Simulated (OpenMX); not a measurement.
**KMgF₃: 7 runs along one coordinate**

System: KMgF₃ (Pm-3m, 5 atoms in the cell).
Method: Kohn-Sham DFT of a periodic cell, LDA, OpenMX 2013 LDA set, no spin polarisation (OpenMX 3.8.5).

The 7 runs differ only in the geometry, by an even scaling of the cell at fixed fractional positions. The structure derives from an entry of the Crystallography Open Database.

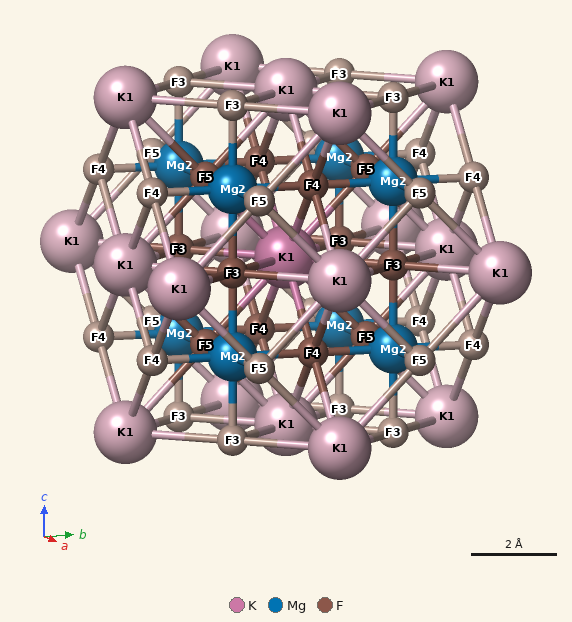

Figure 1. The structure of run 4 (ball-and-stick view of the cell of the calculation, seen slightly off an axis; neighbours outside the cell are drawn fainter; atoms are numbered from 1 in the order of the input). An atom can appear more than once, as a periodic image.

### Input of run 4
```
System.CurrrentDirectory             ./
System.Name                          KMgF3
DATA.PATH                            ./DFT_DATA13
level.of.stdout                      1
level.of.fileout                     0
Species.Number                       3
<Definition.of.Atomic.Species
  K   K10.0-s3p2d1           K_CA13
  Mg  Mg7.0-s3p2d1           Mg_CA13
  F   F6.0-s2p2d1            F_CA13
Definition.of.Atomic.Species>

Atoms.Number                         5
Atoms.SpeciesAndCoordinates.Unit     FRAC
<Atoms.SpeciesAndCoordinates
    1  K     0.5000000000    0.5000000000    0.5000000000   4.500  4.500
    2  Mg    0.0000000000    0.0000000000    0.0000000000   4.000  4.000
    3  F     0.0000000000    0.0000000000    0.5000000000   3.500  3.500
    4  F     0.0000000000    0.5000000000    0.0000000000   3.500  3.500
    5  F     0.5000000000    0.0000000000    0.0000000000   3.500  3.500
Atoms.SpeciesAndCoordinates>

Atoms.UnitVectors.Unit               Ang
<Atoms.UnitVectors
     3.9859000000    0.0000000000    0.0000000000
     0.0000000000    3.9859000000    0.0000000000
     0.0000000000    0.0000000000    3.9859000000
Atoms.UnitVectors>

scf.XcType                           LDA
scf.SpinPolarization                 off
scf.ElectronicTemperature            580.226
scf.energycutoff                     500.0
scf.maxIter                          100
scf.EigenvalueSolver                 band
scf.Kgrid                            7 7 7
scf.Mixing.Type                      rmm-diisk
scf.Init.Mixing.Weight               0.05
scf.Min.Mixing.Weight                0.001
scf.Max.Mixing.Weight                0.3
scf.Mixing.History                   25
scf.Mixing.StartPulay                8
scf.criterion                        1.0e-8
scf.stress.tensor                    on
MD.Type                              nomd
Band.dispersion                      on
Band.Nkpath                          6
<Band.kpath
   16   0.000000  0.000000  0.000000    0.000000  0.500000  0.000000  G X
   16   0.000000  0.500000  0.000000    0.500000  0.500000  0.000000  X M
   22   0.500000  0.500000  0.000000    0.000000  0.000000  0.000000  M G
   27   0.000000  0.000000  0.000000    0.500000  0.500000  0.500000  G R
   22   0.500000  0.500000  0.500000    0.000000  0.500000  0.000000  R X
   16   0.500000  0.500000  0.000000    0.500000  0.500000  0.500000  M R
Band.kpath>
```

Command:
```bash
openmx KMgF3.dat -nt 1 > KMgF3.std
```

Lattice vectors (Å) and fractional positions of run 4:
```
   3.985900    0.000000    0.000000
   0.000000    3.985900    0.000000
   0.000000    0.000000    3.985900
K   0.500000  0.500000  0.500000
Mg  0.000000  0.000000  0.000000
F   0.000000  0.000000  0.500000
F   0.000000  0.500000  0.000000
F   0.500000  0.000000  0.000000
```

Run 5 has the same physical settings and fractional positions; its lattice vectors (Å) are:
```
   4.012297    0.000000    0.000000
   0.000000    4.012297    0.000000
   0.000000    0.000000    4.012297
```

### Results, with one run withheld

```tsv
run	volume per atom (Å³)	free energy per atom, from the lowest run given (meV)	gap on the mesh (eV)
1	11.905	1.20	7.67
2	12.159	0.00	7.50
3	12.412	1.47	7.33
4	12.665	5.40	7.17
5	12.918	?	?
6	13.172	19.39	6.86
7	13.425	29.14	6.71
```

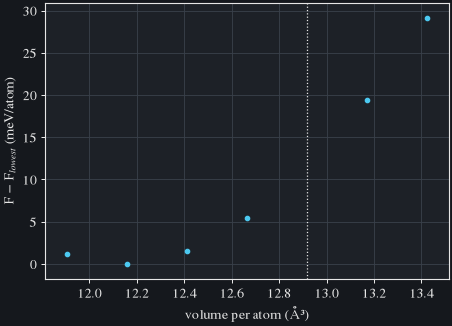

Figure 2. Free energy per atom of the runs given; the dotted line marks run 5.

Fit the runs given and predict run 5.

A cubic polynomial in V^(−2/3) (the Birch–Murnaghan form), fitted to the 6 runs given, misses them by at most 0.03 meV per atom. With x = V^(−2/3) − 0.18464 Å⁻², it reads F = 4.2296 − 1809.8 x + 1.9307e+05 x² + 74561 x³ (meV per atom). At run 5 it gives 11.40 meV per atom, and the run itself gives 11.44. The fit has its minimum at 12.140 Å³ per atom, where V d²F/dV² gives 81.6 GPa: the bulk modulus at this level, since symmetry fixes the shape and the positions. The gap on the mesh goes, without turning, from 7.67 eV in run 1 to 6.71 eV in run 7; run 5 has 7.01 eV. These are gaps of this functional on this mesh, which can miss the band edges; they aren't the measured gap.

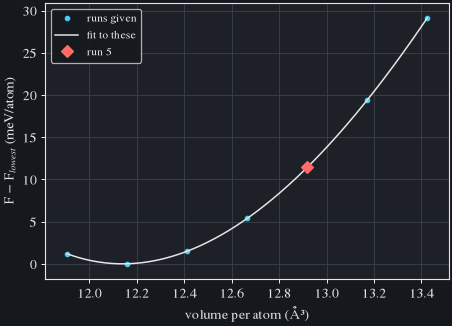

Figure 3. The fit and the withheld run.

### Some lines of the output (run 5)
```
[...]
  Cell_Volume =    435.888965745381 (Bohr^3)
        Total energy (Hartree) at MD = 1
   kloop=0
   kloop=1
   kloop=171
```

Notes: With a small basis of atomic orbitals these values can differ much from converged plane-wave results.
